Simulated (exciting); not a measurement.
**A series of single points on N**

System: N (2 atoms in the cell).
Method: Kohn-Sham DFT of a periodic cell, PBE, all-electron LAPW+lo, shipped species files, no spin polarisation (exciting sodium).

The 7 runs differ only in the geometry, by an even scaling of the cell at fixed fractional positions. The structure derives from a Materials Project entry.

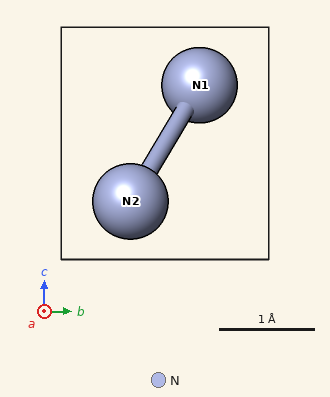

Figure 1. The structure of run 4 (ball-and-stick view of the cell of the calculation, along the a axis; atoms are numbered from 1 in the order of the input).

**Input of run 4**
```
<input>
  <title>N</title>
  <structure speciespath="./" tshift="false">
    <crystal scale="1">
      <basevect>4.761115438627 0.000000000000 0.000000000000</basevect>
      <basevect>-2.380557719314 4.123246920208 0.000000000000</basevect>
      <basevect>0.000000000000 0.000000000000 4.622273880287</basevect>
    </crystal>
    <species speciesfile="N.xml" rmt="1.45">
      <atom coord="0.333333333300 0.666666666700 0.750000000000"/>
      <atom coord="0.666666666700 0.333333333300 0.250000000000"/>
    </species>
  </structure>
  <groundstate do="fromscratch" ngridk="12 12 11" rgkmax="7.5" gmaxvr="14" lmaxapw="10" lmaxmat="10" lmaxvr="8" xctype="GGA_PBE" stype="Fermi Dirac" swidth="0.00183747" nempty="10" ValenceRelativity="iora*" epsengy="1e-05" epspot="1e-05" maxscl="60" tforce="true" outputlevel="normal"/>
  <properties>
    <chargedensityplot>
      <plot3d>
        <box grid="13 13 13">
          <origin coord="0 0 0"/>
          <point coord="1 0 0"/>
          <point coord="0 1 0"/>
          <point coord="0 0 1"/>
        </box>
      </plot3d>
    </chargedensityplot>
    <elfplot>
      <plot3d>
        <box grid="13 13 13">
          <origin coord="0 0 0"/>
          <point coord="1 0 0"/>
          <point coord="0 1 0"/>
          <point coord="0 0 1"/>
        </box>
      </plot3d>
    </elfplot>
    <exccplot>
      <plot3d>
        <box grid="13 13 13">
          <origin coord="0 0 0"/>
          <point coord="1 0 0"/>
          <point coord="0 1 0"/>
          <point coord="0 0 1"/>
        </box>
      </plot3d>
    </exccplot>
  </properties>
</input>
```

Command:
```bash
OMP_NUM_THREADS=1 exciting_smp
```

Run 3 has the same physical settings and fractional positions; its lattice vectors (Å) are:
```
   2.502564    0.000000    0.000000
  -1.251282    2.167284    0.000000
   0.000000    0.000000    2.429585
```

**Results, with one run withheld**

```tsv
run	volume per atom (Å³)	free energy per atom, from the lowest run given (meV)
1	6.320	52.54
2	6.454	33.83
3	6.589	?
4	6.723	9.41
5	6.858	2.96
6	6.992	0.00
7	7.127	0.27
```

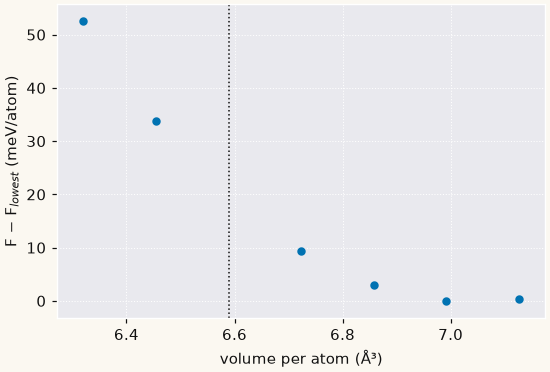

Figure 2. Free energy per atom of the runs given; the dotted line marks run 3.

Fit the runs given and predict run 3.

A cubic polynomial in V^(−2/3) (the Birch–Murnaghan form), fitted to the 6 runs given, misses them by at most 0.03 meV per atom. With x = V^(−2/3) − 0.28038 Å⁻², it reads F = 8.628 + 2113.4 x + 1.2465e+05 x² − 1.321e+05 x³ (meV per atom). At run 3 it gives 19.52 meV per atom, and the run itself gives 19.55. The fit has its minimum at 7.049 Å³ per atom, where V d²F/dV² gives 191 GPa. Cell shape and fractional positions are held, so this is the stiffness under even scaling; the relaxed bulk modulus wasn't computed.

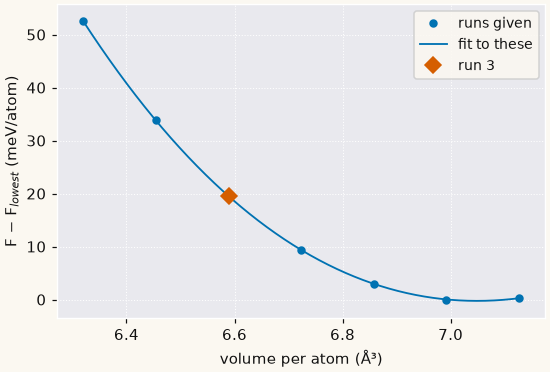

Figure 3. The fit and the withheld run.

**Some lines of the output (run 3)**
```
[...]
 Absolute change in total energy   (target) :  0.298467E-03  ( 0.100000E-04)
 Total energy                               :      -109.25014920
 Fermi energy                               :         0.31958711
 DOS at Fermi energy (states/Ha/cell)       :        29.71587341
 Absolute change in total energy   (target) :  0.305944E-04  ( 0.100000E-04)
 Total energy                               :      -109.25015245
 Fermi energy                               :         0.31958704
 DOS at Fermi energy (states/Ha/cell)       :        29.71586225
 Absolute change in total energy   (target) :  0.324973E-05  ( 0.100000E-04)
 Total energy                               :      -109.25015198
 DOS at Fermi energy (states/Ha/cell)       :        29.71586158
 Absolute change in total energy   (target) :  0.469871E-06  ( 0.100000E-04)
 Total energy                               :      -109.25015200
 DOS at Fermi energy (states/Ha/cell)       :        29.71586316
```
